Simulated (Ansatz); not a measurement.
Si23O48: several calculations on one system

**1. Relaxation**

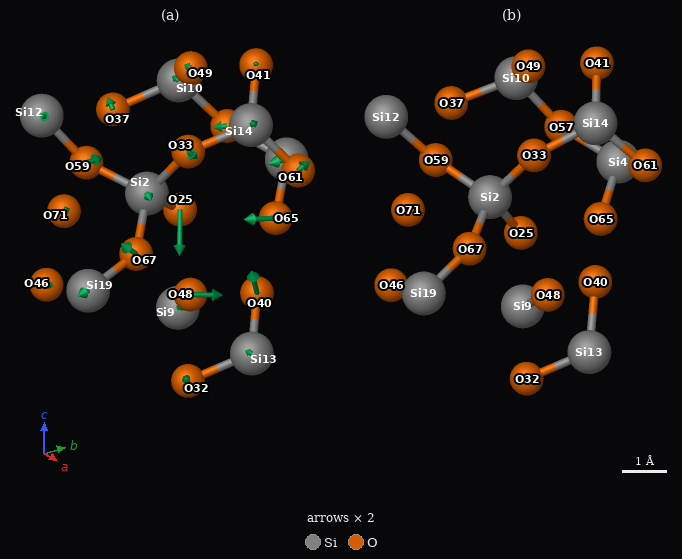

The structure of a defect cell of composition Si23O48 (cell charge +1) before (left) and after (right) a relaxation, at one scale. The green arrows give the displacements, 2 times their true length.

The picture is a ball-and-stick view of the atoms within 4.2 Å of the atom that moves most (axes of the cell of the calculation (origin shifted)), seen slightly off an axis.

Method: DFT, PBEsol, PAW, plane waves (Ansatz). (plane-wave cutoff 420 eV; k-point mesh 1 × 1 × 1; mesh shifted by (0.25, 0.25, 0.25); collinear spin; atoms relaxed in a fixed cell; force threshold 0.03 eV/Å; at most 80 steps)

Q: Summarise the run.

A: Over 10 geometry steps the energy falls by 1.978 eV per cell of the calculation. Largest force component: 3.4 eV/Å at the start, 0.023 eV/Å at the end. The largest move is that of O25, 0.56 Å along [1 −1 −3]. By element the largest moves are O 0.56 Å, Si 0.25 Å. The cell doesn't change. Some distances before and after: Si2–O25 1.597 → 1.699 Å, Si13–O40 1.616 → 1.694 Å, Si4–O65 1.617 → 1.679 Å, Si2–O33 1.659 → 1.603 Å. Bond angles that change, for instance: Si2–O67–Si19 143.3° → 155.7°, Si2–O33–Si14 144.1° → 153.6°, O25–Si2–O67 108.0° → 102.8°. The program noted that the starting moments weren't kept.

Limits of the set-up: the cell is charged, on a uniform background, and energies carry no finite-size correction.

**2. Relaxation**

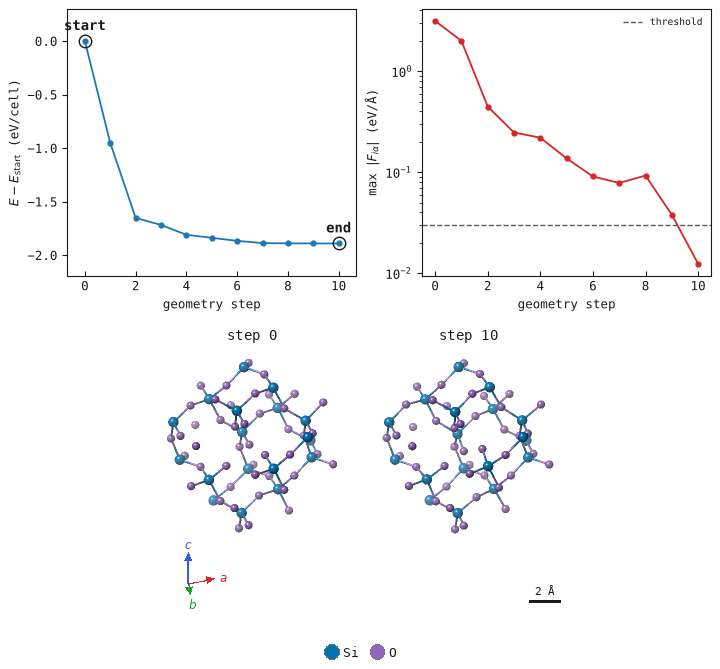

First and last geometry of a relaxation of a defect cell of composition Si23O48 (cell charge −1), with the history of the run. Style: ball-and-stick. Shown: the atoms within 5.8 Å of the atom that moves most (axes of the cell of the calculation (origin shifted)), from a free direction.

The calculation used Ansatz 0.2.0, DFT, PBEsol, PAW, plane waves. Set-up: plane-wave cutoff 420 eV; k-point mesh 1 × 1 × 1; mesh shifted by (0.25, 0.25, 0.25); collinear spin; atoms relaxed in a fixed cell; force threshold 0.03 eV/Å; at most 80 steps.

Read the history and describe the run.

Answer. It converged. An O atom moves most: 0.44 Å along [−1 1 −3]. Largest moves by element: O 0.44 Å, Si 0.20 Å. The cell doesn't change. Among the contacts that change: O–Si 1.565 → 1.649 Å, O–Si 1.695 → 1.623 Å, O–Si 1.679 → 1.609 Å, O–Si 1.563 → 1.624 Å. Bond angles that change, for instance: Si–O–Si 143.0° → 133.3°, Si–O–Si 147.8° → 138.4°, Si–O–Si 143.7° → 135.2°. After 10 geometry steps the energy has fallen by 1.890 eV per cell of the calculation. The largest force component goes from 3.2 to 0.012 eV/Å. The program noted that the starting moments weren't kept. The run took 23 s on 1 × NVIDIA GB300 Max-Q with 8 threads of Arm Neoverse-V2, peak memory 1.8 GiB.

| step | E − E(0), meV/atom | largest force component, eV/Å |
| --- | --- | --- |
| 0 | 0.00 | 3.1513 |
| 1 | -13.40 | 1.9979 |
| 2 | -23.25 | 0.4467 |
| 3 | -24.19 | 0.2469 |
| 4 | -25.48 | 0.2197 |
| 5 | -25.88 | 0.1368 |
| 6 | -26.28 | 0.0907 |
| 7 | -26.57 | 0.0782 |
| 8 | -26.61 | 0.0926 |
| 9 | -26.62 | 0.0379 |
| 10 | -26.62 | 0.0124 |

Limits of the set-up: the cell is charged, on a uniform background, and energies carry no finite-size correction.

**3. Defect**

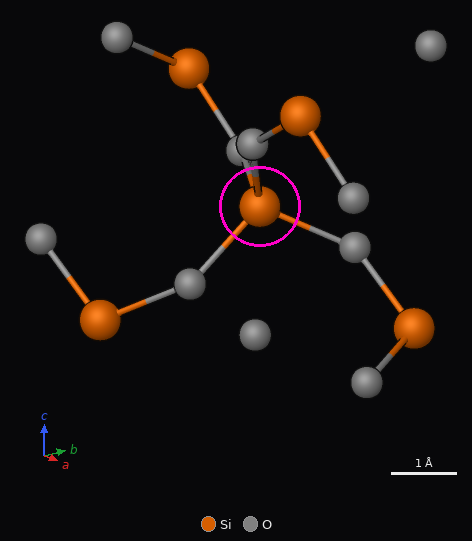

Perfect SiO₂. The picture is a ball-and-stick view of the atoms within 3.8 Å of one point, seen slightly off an axis.

All numbers below come from DFT, PBEsol, PAW, plane waves (Ansatz 0.2.0). Set-up: plane-wave cutoff 420 eV; k-point mesh 1 × 1 × 1; mesh shifted by (0.25, 0.25, 0.25); collinear spin. Fermi-Dirac smearing of 0.01 eV. A uniform background neutralises the charged cell. The axes drawn are those of the host's conventional cell.

A silicon atom is taken out (a vacancy) at the ringed place, in charge state −1. The supercell has 72 sites, and the atoms are relaxed at the host's cell.

Q: Predict the relaxed surroundings of the defect.

A: Around the empty Si site the host had 4 O at 1.61 to 1.63 Å; after relaxation the nearest atoms are 4 O at 1.48 to 1.69 Å. Of the host's atoms, an oxygen atom moves furthest from its site, by 0.44 Å. The cell's net moment is 1.00 μB.

The relaxed defect, seen from the same direction:

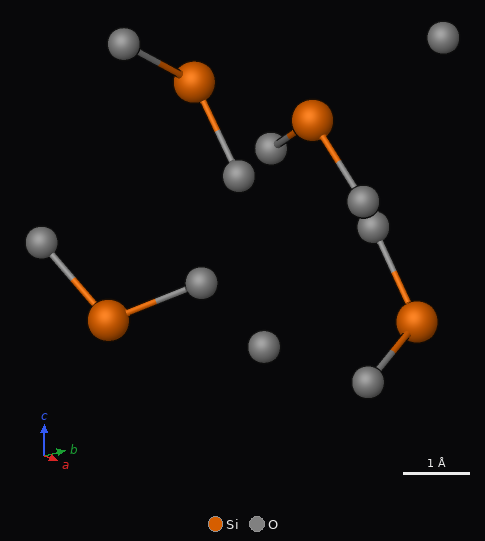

Limits of the set-up: the cell is charged, on a uniform background, and energies carry no finite-size correction.
